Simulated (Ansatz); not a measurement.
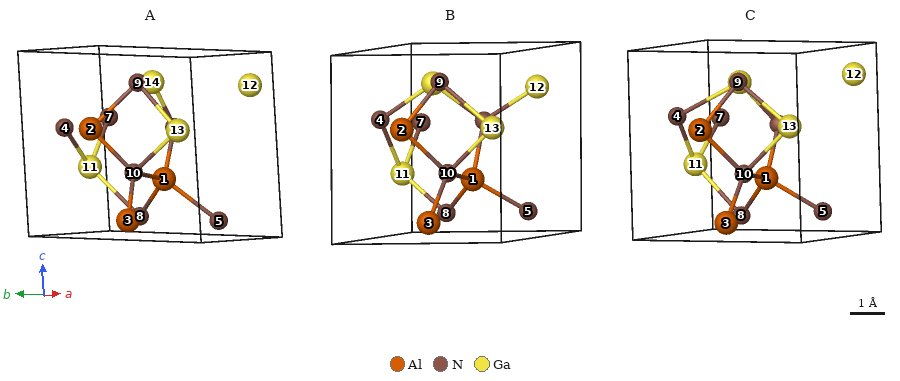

3 geometries from one relaxation of an amorphous cell of composition Al$_{3}$Ga$_{4}$N$_{7}$ (coarse preliminary run), in shuffled order. The picture is a ball-and-stick view of the cell of the calculation, seen from a free direction.

Case: the last frame of the dynamics.

All numbers below come from DFT PBE, scalar-relativistic, plane waves, PAW (Ansatz 0.2.0). Settings: plane-wave cutoff 420 eV; k-point mesh 3 × 2 × 3; occupations gaussian; smearing width 0.1 eV; mesh shifted by (0, 0.5, 0); no spin polarisation; cell and atoms relaxed; force threshold 0.04 eV/Å; at most 70 steps.

Q: Put them in the order of the run, from the start to the converged end.

A: A, C, B. They are steps 0, 5, 15, at +173 meV per atom, +68.5 meV per atom relative to the last. The largest move relative to the cell is that of a Ga atom, 0.88 Å roughly along [−1 3 0]. Largest moves by element: Ga 0.88 Å, N 0.46 Å, Al 0.39 Å. The volume changes by +3.5 %, with a 5.424 → 5.558 Å (+2.5 %), b 5.677 → 5.625 Å (−0.9 %), c 5.504 → 5.598 Å (+1.7 %), α 86.2° → 91.2°, β 92.1° → 88.2°, γ 90.5° → 88.6°. Among the contacts that change: Ga–N 2.147 → 3.330 Å, Ga–N 2.172 → 3.280 Å, Ga–N 2.999 → 2.028 Å, Ga–N 2.115 → 1.904 Å. New bonds form, among them: Ga–N (2.99 → 2.02 Å), Ga–N (3.00 → 2.03 Å). Bonds break, among them: Ga–N (2.15 → 3.33 Å), Ga–N (2.17 → 3.28 Å). Among the angles between lasting bonds that change: Al–N–Ga 83.8° → 113.3°, Al–N–Ga 153.5° → 125.4°, Ga–N–Ga 88.8° → 116.8°. Over 12 accepted moves (15 points after the start) the energy falls by 173 meV per atom. The largest force component goes from 2.1 to 0.037 eV/Å. The pressure goes from 5.89 to 0.05 GPa. The line search rejected the trial step at point 10 of the run. The SCF was repeated twice at an unchanged geometry on a basis and grid sized afresh for the cell, which shifted the energy by 2.9 meV per atom at most.

Limits of the set-up: the periodic images lie only 5.4 Å apart, so the values are limited by the cell's size.
